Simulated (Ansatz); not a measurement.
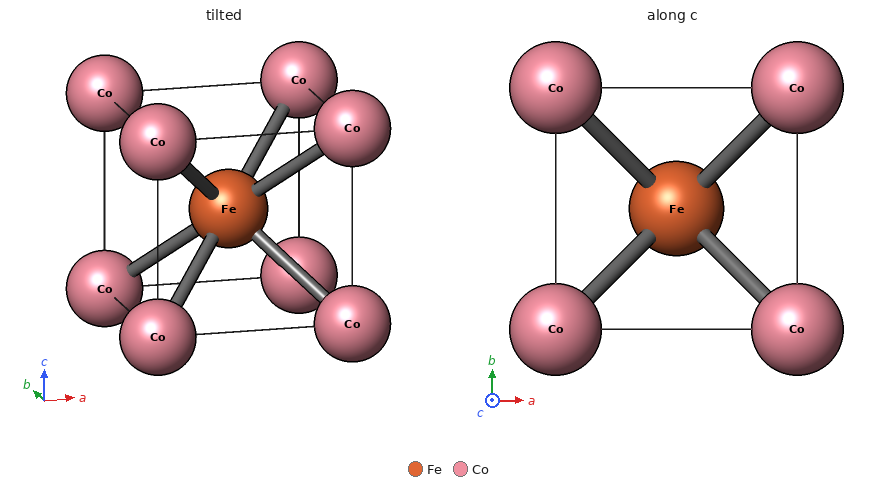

Ball-and-stick representation of a periodic structure, projected slightly off an axis and along the c axis. Atoms at the boundary of the conventional unit cell (the box) are drawn once for each face, edge or corner they touch. Cell: a = 2.84 Å, b = 2.84 Å, c = 2.84 Å, α = 90.00°, β = 90.00°, γ = 90.00°.

Origin of the cell: a structure type filled with these elements by a generator (whether the compound takes this form wasn't checked). Earlier steps of the study may have refined or changed the cell and positions. It was run through Ansatz as a DFT input.

**State composition, symmetry and coordination.**

The material is FeCo. It takes space group Pm-3m (No. 221) on a primitive cubic lattice. Prototype: caesium chloride (CsCl, B2) type. One cell contains 1 Fe, 1 Co, 2 atoms in all. Fe bonds to eight Co in a cubic arrangement at about 2.5 Å. Co is coordinated by eight Fe in a cubic arrangement at about 2.5 Å. Not all metal-metal contacts are counted. The bonds build a three-dimensional framework.

Calculation details: DFT PBE, scalar-relativistic, plane waves, PAW in Ansatz 0.2.0; a basis cut at 420 eV, k-point mesh 20×20×20, Gaussian smearing of 0.1 eV, collinear spins.

**Which atoms carry magnetic moments in this run, and how do they order?**

The state reached is ferromagnetic. Sizes: Fe 2.8 μB and Co 1.8 μB; net moment 4.5 μB in the run's cell of 2 atoms.

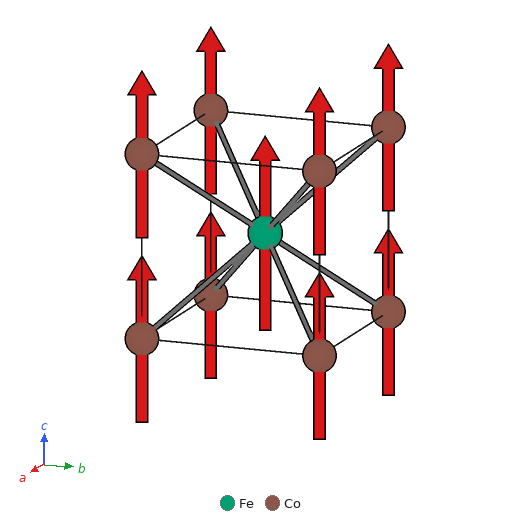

Site moments above 0.25 μB as arrows, small induced ones on non-metal atoms left out (red along the largest or up, blue against, purple across). The run's cell of 2 atoms is drawn.

**Does it come out as a metal, or with a gap?**

A metal: bands cross the Fermi level.

**List the Bader charges.**

Fe +0.20 e; Co -0.20 e.

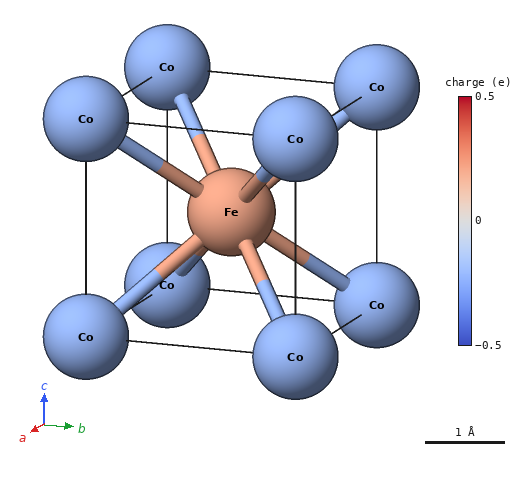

The atoms coloured by those charges. The run's cell of 2 atoms is drawn.

**Can this geometry be taken as optimised?**

Yes. All forces vanish to within 0.01 eV/Å. The pressure is 0.0 GPa, close to zero.
